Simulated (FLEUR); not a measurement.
**Energy of Pt along an even scaling of the cell**

System: Pt (2 atoms in the cell).
Method: Kohn-Sham DFT of a periodic cell, PBEsol, all-electron, no spin polarisation (FLEUR MaX-R8.1 (later development tree)).

The 7 runs differ only in the geometry, by an even scaling of the cell at fixed fractional positions. The structure derives from a Materials Project entry.

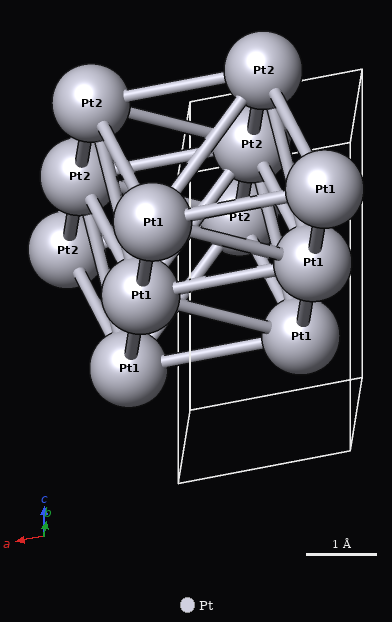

Figure 1. The structure of run 4 (ball-and-stick view of the cell of the calculation, repeated 2 × 3 × 1, seen at an oblique angle; atoms are numbered from 1 in the order of the input). An atom can appear more than once, as a periodic image.

**Input of run 4**
```
<?xml version="1.0" encoding="UTF-8" standalone="no"?>
<fleurInput fleurInputVersion="0.39">
   <comment>
      Pt                                                                                                  
   </comment>
   <calculationSetup>
      <cutoffs Kmax="4.19" Gmax="13.0" GmaxXC="13.0" numbands="0"/>
      <scfLoop itmax="60" minDistance="0.00001" maxIterBroyd="15" imix="Anderson" alpha="0.05" precondParam="0.0" spinf="2.0" sdNocoIR="T"/>
      <coreElectrons ctail="T" frcor="F" kcrel="0" coretail_lmax="0"/>
      <xcFunctional name="PBEs" relativisticCorrections="F"/>
      <magnetism jspins="1"/>
      <soc l_soc="F" theta="0.0" phi="0.0" spav="F"/>
      <expertModes spex="0" secvar="F"/>
      <geometryOptimization l_f="T" forcealpha="1.0" forcemix="BFGS" epsdisp="0.0005" epsforce="0.0002"/>
      <ldaU l_linMix="F" mixParam="0.05" spinf="1.0"/>
   </calculationSetup>
   <cell>
      <bzIntegration valenceElectrons="36.0" mode="hist" fermiSmearingEnergy="0.00183747">
         <kPointListSelection listName="default-1"/>
         <!-- k-points included here -->
         <xi:include xmlns:xi="http://www.w3.org/2001/XInclude" href="kpts.xml"> </xi:include>
      </bzIntegration>
      <!-- symmetry operations included here -->
      <xi:include xmlns:xi="http://www.w3.org/2001/XInclude" href="sym.xml"> </xi:include>
      <bulkLattice scale="1.0">
         <bravaisMatrix>
            <row-1>    5.2169019354622055     0.0000000000000000     0.0000000000000000</row-1>
            <row-2>   -2.6084509677311027     4.5179696050925360     0.0000000000000000</row-2>
            <row-3>    0.0000000000000000     0.0000000000000000     9.0558208123838959</row-3>
         </bravaisMatrix>
      </bulkLattice>
   </cell>
   <atomSpecies>
      <species name="Platinum (Pt)" element="Pt" atomicNumber="78">
         <mtSphere radius="2.34" gridPoints="801" logIncrement="0.017"/>
         <atomicCutoffs lmax="10" lnonsphr="10"/>
         <electronConfig flipSpins="F">
            <coreConfig>(1s1/2) (2s1/2) (2p1/2) (2p3/2) (3s1/2) (3p1/2) (3p3/2) (4s1/2) (3d3/2) (3d5/2) (4p1/2) (4p3/2) (4d3/2) (4d5/2) (4f5/2) (4f7/2)</coreConfig>
            <valenceConfig>(5s1/2) (5p1/2) (5p3/2) (6s1/2) (5d3/2) (5d5/2)</valenceConfig>
            <stateOccupation state="(6s1/2)" spinUp="0.500000" spinDown="0.500000"/>
            <stateOccupation state="(5d3/2)" spinUp="1.800000" spinDown="1.800000"/>
            <stateOccupation state="(5d5/2)" spinUp="2.700000" spinDown="2.700000"/>
         </electronConfig>
         <energyParameters s="6" p="6" d="5" f="5"/>
         <lo type="SCLO" l="0" n="5" eDeriv="0"/>
         <lo type="SCLO" l="1" n="5" eDeriv="0"/>
         <lo type="SCLO" l="1" n="5" eDeriv="1"/>
         <lo type="SCLO" l="2" n="5" eDeriv="2"/>
         <lo type="SCLO" l="3" n="5" eDeriv="2"/>
      </species>
   </atomSpecies>
   <atomGroups>
      <atomGroup species="Platinum (Pt)">
         <relPos label="                   1">1.000/3.000 -1.000/3.000 1.000/4.000</relPos>
         <relPos label="                   2">-1.000/3.000 1.000/3.000 -1.000/4.000</relPos>
         <force calculate="T" relaxXYZ="TTT"/>
      </atomGroup>
   </atomGroups>
   <output dos="F" band="F" slice="F">
      <checks vchk="F" cdinf="F"/>
      <bandDOS minEnergy="-.5*Htr" maxEnergy="0.5*Htr" sigma="0.015" storeEVData="T"/>
      <vacuumDOS vacdos="F" integ="F" star="F" nstars="0" locx1="0.0" locy1="0.0" locx2="0.0" locy2="0.0" nstm="0" tworkf="0.0"/>
      <unfoldingBand unfoldBand="F" supercellX="1" supercellY="1" supercellZ="1"/>
      <plotting iplot="0" polar="F">
         <plot TwoD="T" vec1="  1.0  0.0  0.0" vec2="  0.0  1.0  0.0" vec3="  0.0  0.0  1.0" zero="  0.0  0.0  0.0" file="plot"/>
      </plotting>
      <chargeDensitySlicing numkpt="0" minEigenval="0.0" maxEigenval="0.0" nnne="0" pallst="F"/>
      <specialOutput eonly="F"/>
      <moessbauerParams electricFieldGradient="T" isomerShift="T" coreHyperfine="T" valenceHyperfine="T"/>
      <magneticCircularDichroism mcd="F" energyLo="-10.0" energyUp="0.0"/>
   </output>
  <!-- We include the file relax.xml here to enable relaxations (see documentation) -->
  <xi:include xmlns:xi="http://www.w3.org/2001/XInclude" href="relax.xml"> <xi:fallback/> </xi:include>
</fleurInput>
```

Command:
```bash
inpgen -f crystal.txt -profile fastHighL; fleur_MPI
```

Lattice vectors (Å) and fractional positions of run 4:
```
   2.760666    0.000000    0.000000
  -1.380333    2.390807    0.000000
   0.000000    0.000000    4.792134
Pt  0.333333  0.666667  0.250000
Pt  0.666667  0.333333  0.750000
```

Run 2 has the same physical settings and fractional positions; its lattice vectors (Å) are:
```
   2.723355    0.000000    0.000000
  -1.361677    2.358494    0.000000
   0.000000    0.000000    4.727367
```

**Results, with one run withheld**

```tsv
run	volume per atom (Å³)	free energy per atom, from the lowest run given (meV)
1	14.866	0.00
2	15.182	?
3	15.498	1.01
4	15.815	17.26
5	16.131	42.48
6	16.447	75.27
7	16.763	114.74
```

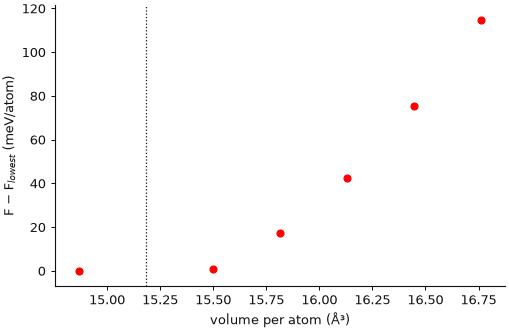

Figure 2. Free energy per atom of the runs given; the dotted line marks run 2.

Fit the runs given and predict run 2.

A cubic polynomial in V^(−2/3) (the Birch–Murnaghan form), fitted to the 6 runs given, misses them by at most 0.07 meV per atom. With x = V^(−2/3) − 0.15815 Å⁻², it reads F = 23.271 − 11091 x + 1.0519e+06 x² + 4.8539e+06 x³ (meV per atom). At run 2 it gives −5.27 meV per atom, and the run itself gives −5.21. The fit has its minimum at 15.162 Å³ per atom, where V d²F/dV² gives 282 GPa. Cell shape and fractional positions are held, so this is the stiffness under even scaling; the relaxed bulk modulus wasn't computed.

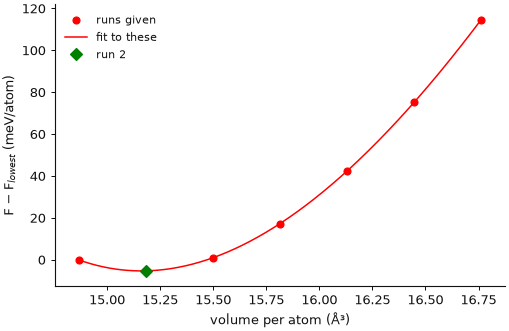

Figure 3. The fit and the withheld run.

**Output (run 2)**
```
Welcome to FLEUR        (www.flapw.de)
      MaX-Release 8.1          (www.max-centre.eu)

 ========== k-point set info ==========
 Selected k-point list: default-1
 k-point list type: mesh
 11 x 11 x 6
 Number of k points: 64

 ------------Calculation Setup---------------------------
 Number of MPI-tasks      :            1
 Number of PE/node        :            1
 Number of OMP-threads    :            1
 Most efficient MPI parallelization for:
           1           2           4           8          16          32          64
 Additional eigenvalue parallelization possible
 Number of basis functions:          338
 Approximate size of matrices (H+S) per k-point:         0.002 GB
 --------------------------------------------------------

 Iteration:     1   Distance:      18.31669596 me/bohr^3

 Iteration:     2   Distance:      16.44349529 me/bohr^3

 Iteration:     3   Distance:       7.04523755 me/bohr^3

 Iteration:     4   Distance:       3.05357848 me/bohr^3

 Iteration:     5   Distance:       2.71623666 me/bohr^3

 Iteration:     6   Distance:       0.18846798 me/bohr^3

 Iteration:     7   Distance:       0.17630415 me/bohr^3

 Iteration:     8   Distance:       0.02567966 me/bohr^3

 Iteration:     9   Distance:       0.01250467 me/bohr^3

 Iteration:    10   Distance:       0.00941475 me/bohr^3

 Iteration:    11   Distance:       0.00095169 me/bohr^3

 Iteration:    12   Distance:       0.00043710 me/bohr^3

 Iteration:    13   Distance:       0.00002616 me/bohr^3

 Iteration:    14   Distance:       0.00000113 me/bohr^3

 ********************************************************************
 Run finished successfully
 Stop message:
   all done
 ********************************************************************
```

Notes: Spin–orbit coupling is left out, which matters for Pt.
